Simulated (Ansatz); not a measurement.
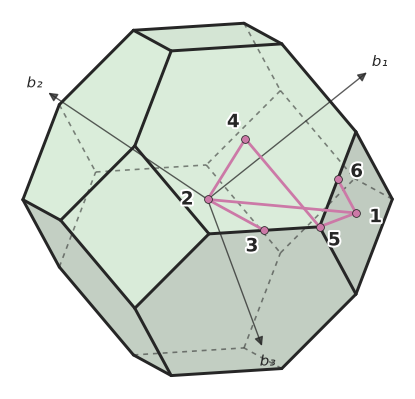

For Ru, the input geometry of an electronic-structure calculation (not necessarily at equilibrium); the starting structure was generated, so it need not be a known form of this composition: the first Brillouin zone of a face-centred cubic lattice (cF; extended symbol cF2) is drawn with its special points numbered. All values are computed from the atomic coordinates in the standard setting (tolerance 0.002 Å).

a = 3.812 Å, b = 3.812 Å, c = 3.812 Å, α = 90.00°, β = 90.00°, γ = 90.00°.

Labels and path follow the convention of Hinuma et al. (2017), as computed by seekpath; the arrows show the directions of the reciprocal primitive vectors b₁, b₂, b₃, in which coordinates are given.

Give the label and coordinates of each numbered point.

```tsv
no.	label	coordinates
1	X	(1/2, 0, 1/2)
2	Γ	(0, 0, 0)
3	K	(3/8, 3/8, 3/4)
4	L	(1/2, 1/2, 1/2)
5	W	(1/2, 1/4, 3/4)
6	U	(5/8, 1/4, 5/8)
```
